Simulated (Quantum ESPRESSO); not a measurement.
CdO₂: relaxation of cell and atoms (part 3 of 3)

Continued. System: CdO₂ (3 atoms in the cell). Method: Kohn-Sham DFT of a periodic cell, PBEsol, GBRV 1.5 PBEsol, no spin polarisation (Quantum ESPRESSO 7.5); cutoff 707.5 eV, 9×9×7 k-mesh, fermi-dirac of 0.05 eV. The structure derives from a Materials Project entry.

Geometry of the input (Å; fractional positions):
```
3.4762  0.0000  0.0000
-1.7381  3.0105  0.0000
0.0000  0.0000  4.1481
Cd 0.0000  0.0000  0.0000
O  0.3333  0.6667  0.2442
O  0.6667  0.3333  0.7558
```

Output, continued
```
    -7.1042  -5.8417   2.8669   2.8918   3.9318   4.1833   4.2173   7.4899
     8.6804   8.8242   9.3677  11.5688  11.7074  18.6399  20.2887  25.4485
    26.5757  28.4173  29.1690

          k =-0.0000 0.2739-0.0000 (  1244 PWs)   bands (ev):

    -7.9018  -4.9967   3.0497   3.1531   3.5641   4.2680   4.3701   7.4364
     8.3285   8.7355   9.6841  11.5696  11.7797  17.2441  22.5207  23.1693
    26.5555  30.0245  31.6014

          k =-0.0000 0.2739 0.1567 (  1231 PWs)   bands (ev):

    -7.7828  -5.0529   2.9363   2.9753   3.8136   4.0299   4.3754   7.1015
     8.9444   9.0035  10.5623  10.8714  11.0314  17.4323  22.3887  23.2095
    27.1698  29.1314  30.6610

          k =-0.0000 0.2739 0.3133 (  1243 PWs)   bands (ev):

    -7.4309  -5.3284   2.8796   2.8844   3.7117   4.1598   4.2972   6.9693
     9.1649   9.8795  10.0961  10.1287  11.0473  17.9192  21.6760  23.9381
    27.4466  28.0527  29.6229

          k =-0.0000 0.2739 0.4700 (  1248 PWs)   bands (ev):

    -6.9892  -5.7429   2.9172   2.9196   3.5576   4.2105   4.3792   6.9467
     8.9687   9.2316  10.0178  10.8938  10.9344  18.7474  20.3377  24.7603
    26.7417  28.1371  29.9763

          k =-0.0000 0.4109-0.0000 (  1248 PWs)   bands (ev):

    -7.3927  -5.5044   3.3798   3.3991   3.7220   4.4044   4.4855   6.7120
     7.4521   8.7111   9.1973  11.4915  12.0361  18.5228  22.0946  23.8230
    27.3355  28.7456  31.3251

          k =-0.0000 0.4109 0.1567 (  1243 PWs)   bands (ev):

    -7.3388  -5.4400   3.1896   3.2067   3.5825   4.3329   4.4523   6.6884
     8.0365   9.0831  10.0130  10.6791  11.4766  18.4253  22.0049  23.6960
    27.8016  28.4994  30.4587

          k =-0.0000 0.4109 0.3133 (  1243 PWs)   bands (ev):

    -7.1179  -5.4817   2.8657   2.9966   3.5823   4.3874   4.4220   6.6984
     8.9920   9.1608   9.8061  10.6554  10.7838  18.5215  21.5408  23.8793
    27.5098  27.8678  30.4709

          k =-0.0000 0.4109 0.4700 (  1242 PWs)   bands (ev):

    -6.8388  -5.6619   2.7672   2.9239   3.5886   4.3779   4.5817   6.6373
     8.3414   9.5755  10.2141  10.3742  10.7401  19.0304  20.3467  24.4094
    26.7420  28.1884  31.3302

          k =-0.0000 0.5478-0.0000 (  1240 PWs)   bands (ev):

    -6.8731  -5.9872   3.3261   3.6035   3.6455   4.5753   4.7485   6.7318
     6.8141   8.3536   9.3989  10.9084  12.2883  19.3051  21.5424  24.8227
    27.6737  27.9602  31.1376

          k =-0.0000 0.5478 0.1567 (  1246 PWs)   bands (ev):

    -6.8824  -5.8656   3.2855   3.3871   3.5272   4.5911   4.6319   6.6494
     7.2881   8.6695   9.3327  10.9116  11.9249  19.1975  21.6692  24.4449
    27.4089  27.6537  31.2055

          k =-0.0000 0.5478 0.3133 (  1242 PWs)   bands (ev):

    -6.8016  -5.7311   2.8729   3.0861   3.8387   4.5768   4.6054   6.4671
     8.0990   8.2369   9.6066  11.1734  11.2682  19.1944  21.4197  23.8937
    27.1750  27.5321  31.7674

          k =-0.0000 0.5478 0.4700 (  1240 PWs)   bands (ev):

    -6.6899  -5.6865   2.5868   2.9086   4.2831   4.5660   4.7053   5.9648
     7.6316   9.2622  10.0702  10.2784  11.3144  19.4389  20.3735  24.1526
    26.6769  28.2654  32.6749

          k = 0.1186 0.2054 0.0000 (  1235 PWs)   bands (ev):

    -8.0159  -4.8699   2.9243   3.1348   3.3813   4.3193   4.3547   7.8068
     8.3348   8.7498  10.4699  10.8025  11.9243  16.8766  22.2031  23.5408
    26.2959  30.5046  31.1561

          k = 0.1186 0.2054 0.1567 (  1237 PWs)   bands (ev):

    -7.8741  -4.9921   2.9623   2.9914   3.6203   4.1633   4.3397   7.5454
     8.6022   9.0010   9.7420  11.3670  11.6121  17.1879  22.2893  23.7639
    26.3857  28.3739  31.7987

          k = 0.1186 0.2054 0.3133 (  1241 PWs)   bands (ev):

    -7.4848  -5.3454   2.8749   3.0259   3.8286   4.0706   4.2558   7.2689
     8.7255   8.9864   9.8682  10.8562  11.7296  17.8954  21.7312  24.4064
    26.4888  27.3653  30.8185

          k = 0.1186 0.2054 0.4700 (  1242 PWs)   bands (ev):

    -7.0044  -5.8048   2.8781   2.9935   3.8451   4.0162   4.3462   7.1139
     8.5675   9.0321  10.0944  10.6979  11.6283  18.8546  20.2780  25.1017
    26.2084  28.0611  30.0657

          k = 0.1186 0.3424 0.0000 (  1241 PWs)   bands (ev):

    -7.5847  -5.3131   3.1847   3.4154   3.8218   4.2832   4.3627   6.6929
     7.7217   8.7488   9.9396  11.1405  11.9605  18.1176  22.4759  23.3304
    26.9252  29.6051  30.5437

          k = 0.1186 0.3424 0.1567 (  1238 PWs)   bands (ev):

    -7.4893  -5.3257   3.0970   3.2726   3.8015   4.0907   4.4270   6.7596
     7.9129   9.1950  10.1742  10.7307  11.5876  18.1523  22.4204  23.4637
    26.9417  28.3742  31.3255

          k = 0.1186 0.3424 0.3133 (  1248 PWs)   bands (ev):

    -7.2038  -5.4728   2.9870   3.0681   3.6419   4.1611   4.4360   6.8251
     8.4003   9.2759   9.9311  10.5352  11.4088  18.3947  21.8362  23.8963
    26.3733  28.2977  30.4999

          k = 0.1186 0.3424 0.4700 (  1244 PWs)   bands (ev):

    -6.8642  -5.7270   2.8867   3.0209   3.5859   4.1526   4.5395   6.8087
     8.5112   9.1964   9.7640  10.5963  11.3689  19.0226  20.4043  24.5081
    26.2086  28.5693  30.5186

          k = 0.1186 0.4793 0.0000 (  1245 PWs)   bands (ev):

    -7.0626  -5.7920   3.3882   3.5748   3.7118   4.4143   4.6093   6.0138
     7.6078   8.7930   9.4264  11.0490  11.9163  19.0427  21.8639  24.3074
    27.4195  28.7085  30.4091

          k = 0.1186 0.4793 0.1567 (  1242 PWs)   bands (ev):

    -7.0365  -5.7091   3.2587   3.4249   3.5652   4.3716   4.6071   6.3098
     7.4869   9.4470   9.6738  10.4968  11.6681  18.9460  21.9442  24.2000
    26.6298  28.9302  30.6719

          k = 0.1186 0.4793 0.3133 (  1250 PWs)   bands (ev):

    -6.8876  -5.6635   2.9473   3.1449   3.7098   4.3641   4.6166   6.5782
     7.8088   8.7037  10.1350  10.4551  11.5011  19.0008  21.6815  23.9233
    26.1221  28.7425  30.8972

          k = 0.1186 0.4793 0.4700 (  1246 PWs)   bands (ev):

    -6.7022  -5.7173   2.7509   3.0194   3.8450   4.4585   4.6794   6.4781
     7.8295   8.8374   9.3131  11.2382  11.2894  19.4036  20.5064  24.1917
    26.1079  28.7425  31.4815

          k = 0.1186 0.6163-0.0000 (  1251 PWs)   bands (ev):

    -6.7095  -6.1147   3.3314   3.6068   3.7095   4.5784   4.6855   5.7282
     7.8486   8.4963   9.5729  10.6555  11.9897  19.3580  21.7076  24.6203
    28.0302  28.0751  30.3433

          k = 0.1186 0.6163 0.1567 (  1248 PWs)   bands (ev):

    -6.6850  -6.0537   3.3204   3.4860   3.7004   4.5291   4.7264   5.9248
     7.5779   8.5368   9.3332  11.0489  11.8756  19.3712  21.9466  24.6082
    26.1194  28.2227  31.3700

          k = 0.1186 0.6163 0.3133 (  1249 PWs)   bands (ev):

    -6.6273  -5.9133   2.9701   3.2744   3.9988   4.5301   4.7861   6.0871
     7.6565   7.7547   9.9119  10.8604  11.9096  19.4421  21.8569  23.7014
    25.8820  28.2403  31.9511

          k = 0.1186 0.6163 0.4700 (  1241 PWs)   bands (ev):

    -6.5786  -5.7966   2.6997   3.0404   4.2977   4.6828   4.9201   5.6612
     7.4866   8.4015   9.4305  11.0904  11.7777  19.6602  20.6584  23.9736
    25.9739  28.6624  32.2196

          k = 0.2372 0.4109 0.0000 (  1231 PWs)   bands (ev):

    -7.1392  -5.7034   3.3399   3.6489   3.8603   4.2220   4.4888   5.7700
     7.8372   8.9070  10.4000  10.4302  11.6283  18.9122  22.1071  23.9980
    27.2347  29.3397  30.0523

          k = 0.2372 0.4109 0.1567 (  1249 PWs)   bands (ev):

    -7.0577  -5.7111   3.3028   3.6096   3.7907   4.1302   4.5886   5.9965
     7.4975   9.3317   9.4883  10.9950  11.6577  18.9335  22.3841  24.2752
    25.7231  28.3771  32.0154

          k = 0.2372 0.4109 0.3133 (  1245 PWs)   bands (ev):

    -6.8515  -5.7492   3.1564   3.2808   3.9424   4.0950   4.6278   6.6217
     7.1431   8.5359  10.0693  10.6427  11.9674  19.0718  22.3309  23.7264
    25.2010  28.4852  31.4525

          k = 0.2372 0.4109 0.4700 (  1257 PWs)   bands (ev):

    -6.6473  -5.8165   2.9949   3.0712   3.9949   4.0997   4.6843   6.8308
     7.5261   8.2558   9.2886  11.1521  11.9514  19.5277  20.7088  24.1200
    25.5552  28.9018  31.0918

          k = 0.2372 0.5478 0.0000 (  1249 PWs)   bands (ev):

    -6.6916  -6.0838   3.4377   3.6281   3.7858   4.3867   4.4883   5.1821
     8.5393   9.1798   9.7782  10.4432  11.2041  19.2324  22.2442  23.9292
    28.2101  28.8806  30.0135

          k = 0.2372 0.5478 0.1567 (  1246 PWs)   bands (ev):

    -6.6660  -6.0291   3.3975   3.4902   3.7965   4.3932   4.6166   5.3527
     7.8627   9.1209  10.1179  10.3601  11.4177  19.2734  22.4324  24.1522
    25.8027  29.4632  30.8306

          k = 0.2372 0.5478 0.3133 (  1251 PWs)   bands (ev):

    -6.5683  -5.9525   3.1529   3.3101   4.0735   4.3723   4.6899   5.8951
     7.3818   8.1340   9.7013  11.0750  11.8748  19.4653  22.4035  23.7640
    24.7578  29.4000  30.9895

          k = 0.2372 0.5478 0.4700 (  1253 PWs)   bands (ev):

    -6.4659  -5.9161   2.9840   3.1627   4.1711   4.5432   4.7024   6.3869
     7.3192   7.7353   8.6776  11.7944  11.9862  19.8910  21.0483  23.9122
    25.0188  29.4219  31.0941

          k = 0.3558 0.6163 0.0000 (  1239 PWs)   bands (ev):

    -6.3664  -6.3664   3.5776   3.6419   3.6419   4.4282   4.4282   4.8380
     9.5268   9.5268   9.8594   9.8594  10.5454  19.2235  23.0599  23.0599
    28.8907  29.1394  30.4410

          k = 0.3558 0.6163 0.1567 (  1254 PWs)   bands (ev):

    -6.3317  -6.3317   3.5281   3.5281   3.8055   4.4816   4.4816   4.9538
     8.5714   8.5714  10.2306  10.8082  10.8082  19.3273  23.2730  23.2730
    25.8056  30.4082  30.4082

          k = 0.3558 0.6163 0.3133 (  1248 PWs)   bands (ev):

    -6.2519  -6.2519   3.3215   3.3215   4.2933   4.5322   4.5322   5.3959
     7.7242   7.7242   9.3759  11.6597  11.6597  19.6280  23.1827  23.7406
    23.7406  30.3236  30.3236

          k = 0.3558 0.6163 0.4700 (  1245 PWs)   bands (ev):

    -6.1860  -6.1860   3.1816   3.1816   4.5202   4.5202   4.5899   6.2452
     7.2930   7.2930   8.2996  12.1190  12.1190  20.1359  21.4194  24.0957
    24.0957  30.2746  30.2746

          k =-0.0000 0.1370-0.1567 (  1227 PWs)   bands (ev):

    -8.0977  -4.7656   2.7928   2.8603   3.2413   4.3091   4.3480   8.4801
     8.7294   9.3118   9.7088  11.2208  11.5798  16.4058  21.7198  25.0434
    25.4954  28.7726  31.5840

          k =-0.0000 0.1370-0.3133 (  1230 PWs)   bands (ev):

    -7.6605  -5.2513   2.7702   2.9555   3.7239   4.1667   4.2299   7.9967
     8.4801   8.7893  10.3544  10.5956  11.9735  17.4804  21.4999  25.4515
    25.7603  27.6977  30.9625

          k =-0.0000 0.1370-0.4700 (  1256 PWs)   bands (ev):

    -7.0954  -5.8560   2.8333   2.9484   4.0634   4.1301   4.1554   7.5933
     8.4977   8.5739   9.6515  11.3017  11.9836  18.7108  20.2568  25.8806
    26.0488  27.9073  30.0048

          k =-0.0000 0.2739-0.1567 (  1231 PWs)   bands (ev):

    -7.7516  -5.1419   3.1577   3.1811   3.6573   4.2177   4.2886   7.9885
     8.0606   8.2751   9.0197  11.9150  12.0040  17.5544  22.6390  23.9348
    25.9499  27.3796  32.5948

          k =-0.0000 0.2739-0.3133 (  1243 PWs)   bands (ev):

    -7.3705  -5.4615   3.0232   3.2012   3.9004   4.0805   4.2167   7.4762
     8.1784   8.2989   9.4478  11.4434  12.0517  18.2242  21.9298  24.8733
    25.6491  26.4739  32.5362

          k =-0.0000 0.2739-0.4700 (  1248 PWs)   bands (ev):

    -6.9344  -5.8301   2.9508   3.0541   3.7314   4.1190   4.3554   7.0530
     8.5080   8.5877  10.2865  10.7056  11.6557  19.0824  20.2108  25.1926
    25.9265  27.4889  31.1345

          k =-0.0000 0.4109-0.1567 (  1243 PWs)   bands (ev):

    -7.2482  -5.6207   3.4779   3.4875   3.7723   4.2545   4.6205   6.7881
     7.4513   8.0720   8.7507  12.0121  12.1950  18.7361  22.6671  24.2805
    25.9094  26.6533  32.4166

          k =-0.0000 0.4109-0.3133 (  1243 PWs)   bands (ev):

    -6.9586  -5.7609   3.2832   3.3461   3.7998   4.2348   4.6433   6.7779
     7.4008   7.9418   9.2730  11.8874  11.9299  18.9971  22.3775  23.6567
    26.1811  26.3205  33.0895

          k =-0.0000 0.4109-0.4700 (  1242 PWs)   bands (ev):

    -6.7299  -5.8270   2.9911   3.0298   3.7152   4.3133   4.6524   6.6045
     7.6815   8.7157   9.9727  11.1582  11.3614  19.3967  20.3333  24.4346
    26.2056  27.6464  32.4014

          k =-0.0000 0.5478-0.1567 (  1246 PWs)   bands (ev):

    -6.7710  -6.0230   3.4168   3.5044   3.6805   4.5192   4.8190   6.5519
     7.0830   8.1093   8.8404  11.5741  12.1681  19.3880  21.9122  25.0261
    25.8907  27.2468  31.8875

          k =-0.0000 0.5478-0.3133 (  1242 PWs)   bands (ev):

    -6.6542  -5.9413   3.0910   3.1881   4.0392   4.5216   4.9304   6.0519
     7.4694   7.8841   9.3516  11.5832  11.8114  19.4211  21.8870  23.5737
    26.7378  26.8874  32.7505

          k =-0.0000 0.5478-0.4700 (  1240 PWs)   bands (ev):

    -6.6229  -5.7837   2.6844   2.9452   4.4211   4.5481   4.9969   5.5249
     7.4308   8.8913   9.9313  10.6767  11.5659  19.5373  20.4775  24.0624
    26.5011  28.0446  33.2071

          k =-0.1186 0.3424-0.1567 (  1238 PWs)   bands (ev):

    -7.4531  -5.4082   3.2528   3.4303   3.8662   4.0967   4.4262   6.8975
     7.5570   8.8613   9.0428  11.7610  11.9341  18.2937  22.8211  23.7027
    26.1273  27.2645  32.8630

          k =-0.1186 0.3424-0.3133 (  1248 PWs)   bands (ev):

    -7.1372  -5.5999   3.1849   3.2539   3.8920   3.9780   4.4603   7.0703
     7.5910   8.4338   9.5725  11.3121  12.0041  18.6429  22.2136  24.0226
    25.5744  27.1813  32.1364

          k =-0.1186 0.3424-0.4700 (  1244 PWs)   bands (ev):

    -6.8119  -5.8072   2.9885   3.0671   3.7589   4.0292   4.5506   6.8554
     8.1545   8.5959  10.2174  10.5425  11.7037  19.2468  20.3604  24.5968
    25.8910  28.0572  31.2455

          k =-0.1186 0.4793-0.1567 (  1242 PWs)   bands (ev):

    -6.9426  -5.8598   3.4029   3.6260   3.7813   4.2990   4.7321   6.0620
     7.4668   8.3912   9.0148  11.6671  11.9506  19.1609  22.3318  24.8667
    25.3058  27.5051  32.1809

          k =-0.1186 0.4793-0.3133 (  1250 PWs)   bands (ev):

    -6.7375  -5.8900   3.1159   3.4276   3.9326   4.3667   4.7951   6.2496
     7.1705   7.9796   9.7009  11.1673  12.1662  19.2854  22.4987  23.3216
    25.6115  27.5508  32.6062

          k =-0.1186 0.4793-0.4700 (  1246 PWs)   bands (ev):

    -6.6170  -5.8388   2.8264   3.1323   3.9828   4.4661   4.7484   6.2894
     7.3959   8.3846   9.8102  10.8534  11.9003  19.5662  20.6058  24.0865
    25.9093  28.3106  32.1594

          k =-0.2372 0.5478-0.1567 (  1246 PWs)   bands (ev):

    -6.6251  -6.0807   3.3788   3.6236   3.8395   4.3448   4.6198   5.2943
     7.9983   8.6985   9.8238  10.8757  11.4446  19.3118  22.5485  24.1443
    25.6869  28.8646  31.6605

          k =-0.2372 0.5478-0.3133 (  1251 PWs)   bands (ev):

    -6.5098  -6.0253   3.1277   3.4260   4.1170   4.4549   4.7163   5.7029
     7.3412   7.9458   9.8078  10.9871  12.0536  19.5138  22.8486  23.2637
    24.7779  28.9713  31.5430

          k =-0.2372 0.5478-0.4700 (  1253 PWs)   bands (ev):

    -6.4367  -5.9520   2.9622   3.2179   4.1973   4.6242   4.6912   6.2524
     7.1908   7.7541   8.7813  11.6309  12.1700  19.9075  21.1074  23.8412
    25.0117  29.2706  31.2880

     the Fermi energy is    11.4176 ev

!    total energy              =    -178.61272531 Ry
     estimated scf accuracy    <          5.7E-13 Ry
     smearing contrib. (-TS)   =      -0.00120880 Ry
     internal energy E=F+TS    =    -178.61151651 Ry

     The total energy is F=E-TS. E is the sum of the following terms:
     one-electron contribution =      -9.13277036 Ry
     hartree contribution      =      28.01915489 Ry
     xc contribution           =     -53.40348348 Ry
     ewald contribution        =    -144.09441756 Ry

     convergence has been achieved in  11 iterations

     negative rho (up, down):  2.199E-02 0.000E+00

     Forces acting on atoms (cartesian axes, Ry/au):

     atom    1 type  1   force =     0.00000000    0.00000000    0.00000000
     atom    2 type  2   force =     0.00000000    0.00000000   -0.00007626
     atom    3 type  2   force =     0.00000000    0.00000000    0.00007626

     Total force =     0.000108     Total SCF correction =     0.000001

     Computing stress (Cartesian axis) and pressure

     negative rho (up, down):  2.199E-02 0.000E+00
          total   stress  (Ry/bohr**3)                   (kbar)     P=      294.68
   0.00201651   0.00000000   0.00000000          296.64        0.00        0.00
   0.00000000   0.00201651   0.00000000            0.00      296.64        0.00
   0.00000000   0.00000000   0.00197653            0.00        0.00      290.76

=------------------------------------------------------------------------------=
   JOB DONE.
=------------------------------------------------------------------------------=
```

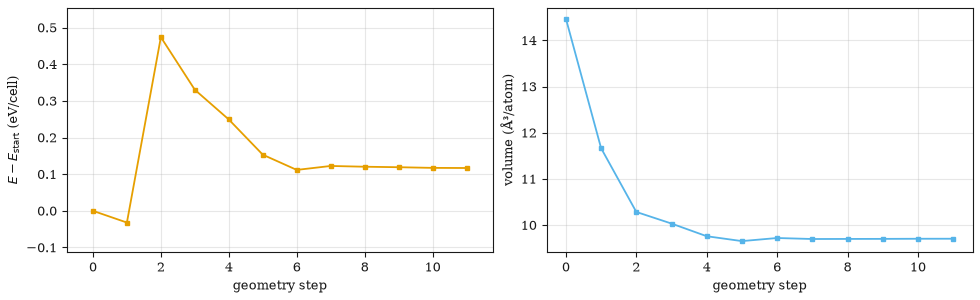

*Progress of the relaxation, step by step (steps are counted from 0).*

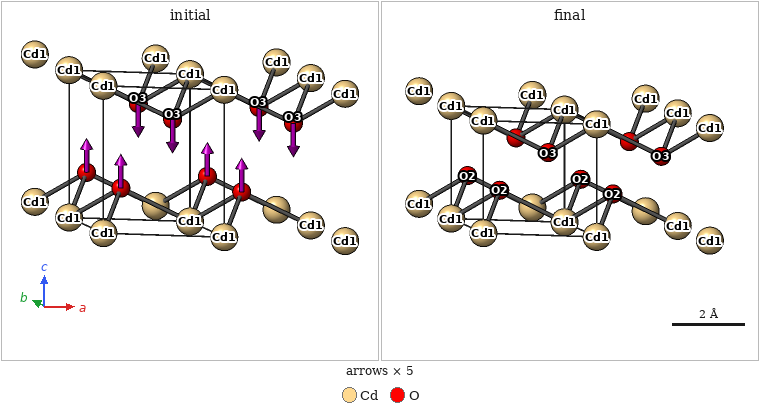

*Before (left) and after (right) the relaxation, at one scale (ball-and-stick view of the cell of the calculation, repeated 2 × 2 × 1, seen slightly off an axis). The pink arrows give the displacements (without the part carried along by the change of the cell), magnified 5 times.*

The largest moves relative to the cell, 0.19 Å, are those of O2 and O3. Cd stays in place. Cell: a = b 3.476 → 3.257 Å (−6.3 %), c 4.148 → 3.170 Å (−23.6 %). Volume −32.9 %. Among the contacts that change: Cd1–O2 2.248 → 2.115 Å. The space group stays P-3m1 (No. 164). After 11 geometry steps the energy has risen by 0.117 eV per cell of the calculation. The largest force component goes from 0.27 to 0.0016 eV/Å. (Atoms are counted from 1 in the order of the input.)

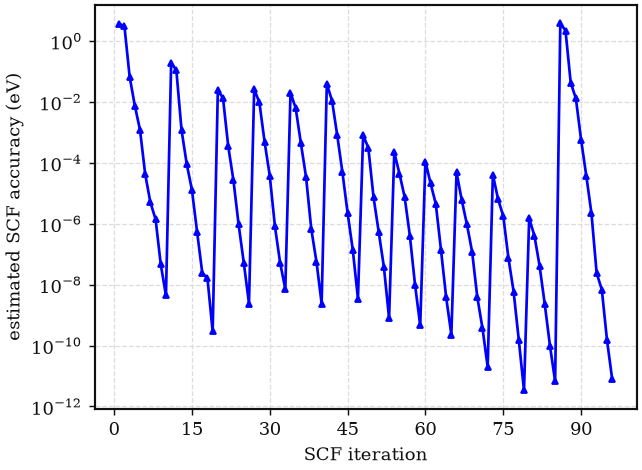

*Convergence of the self-consistent field: estimated SCF accuracy against the iteration.*

The field takes 96 iterations in all.

Summary

```json
{"quantity": "outcome", "value": "converged"}
{"quantity": "space group (tolerance 0.01 Å)", "value": "P-3m1 (164)"}
{"quantity": "electrons treated", "value": "24"}
{"quantity": "free energy", "value": "−2430.1499 eV"}
{"quantity": "Fermi energy", "value": "11.418 eV"}
{"quantity": "gap on the k-point mesh", "value": "none (metallic)"}
{"quantity": "pressure", "value": "29.47 GPa"}
{"quantity": "final volume", "value": "29.11 Å³"}
{"quantity": "largest force (length of the vector) at the end", "value": "0.002 eV/Å"}
{"quantity": "final cell", "value": "a = 3.257 Å, b = 3.257 Å, c = 3.170 Å, α = 90.00°, β = 90.00°, γ = 120.00°"}
{"quantity": "hardware", "value": "2 threads of Intel Xeon (Granite Rapids), 192 GiB of memory available, shared host"}
{"quantity": "wall time", "value": "2 min (CPU time 4.1 min)"}
{"quantity": "peak memory", "value": "0.36 GiB"}
```

Notes

Notes on the run: negative rho. The cell is under a pressure of 29 GPa at this level, so it is not at its equilibrium volume.
